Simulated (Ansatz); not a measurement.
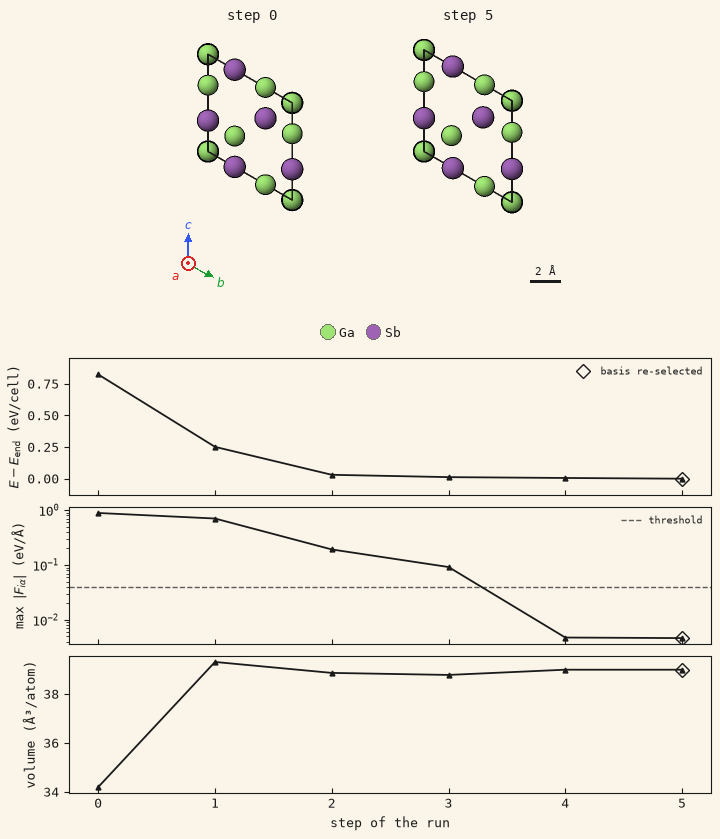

First and last geometry of a relaxation of a crystal of GaSb (a generated structure, set up in I-43m) (coarse preliminary run), with the history of the run. The picture is a spheres-only view of the cell of the calculation, seen along the a axis.

The calculation used DFT PBE, scalar-relativistic, plane waves, PAW (Ansatz 0.2.0). (plane-wave cutoff 420 eV; k-point mesh 4 × 4 × 4; occupations gaussian; smearing width 0.1 eV; no spin polarisation; cell and atoms relaxed; force threshold 0.04 eV/Å; at most 70 steps)

> What do the curves and the structures tell?

It converged. The largest moves relative to the cell, 0.080 Å, are those of Sb atoms. By element the largest moves are Sb 0.080 Å, Ga 0.037 Å. The drawn cell changes as follows: a = b = c 7.083 → 7.400 Å (+4.5 %); the volume changes by +14.0 %. Near-neighbour distances that change, for instance: Ga–Sb 2.594 → 2.737 Å, Ga–Sb 2.590 → 2.663 Å. Among the angles between lasting bonds that change: Ga–Sb–Ga 90.0° → 87.1°, Sb–Ga–Sb 90.0° → 92.8°, Ga–Sb–Ga 125.3° → 127.3°. The space group stays I-43m (No. 217). Over 4 accepted moves (5 points after the start) the energy falls by 0.824 eV per cell of the calculation. The largest force component goes from 0.89 to 0.0047 eV/Å. Pressure: 6.34 GPa at the start and −0.02 GPa at the end. The SCF was repeated once at an unchanged geometry on a basis and grid sized afresh for the cell, which shifted the energy by 5.7 meV per cell of the calculation at most.

```csv
step,"E − E(0), meV/atom","largest force component, eV/Å","pressure, GPa","volume, Å³/atom",note
0,0.00,0.8861,6.34,34.197,
1,-71.58,0.7024,-0.72,39.310,
2,-99.19,0.1921,-0.05,38.862,
3,-101.50,0.0920,0.09,38.779,
4,-102.34,0.0048,-0.01,38.993,
5,-103.05,0.0047,-0.02,38.993,"same geometry, new basis"
```
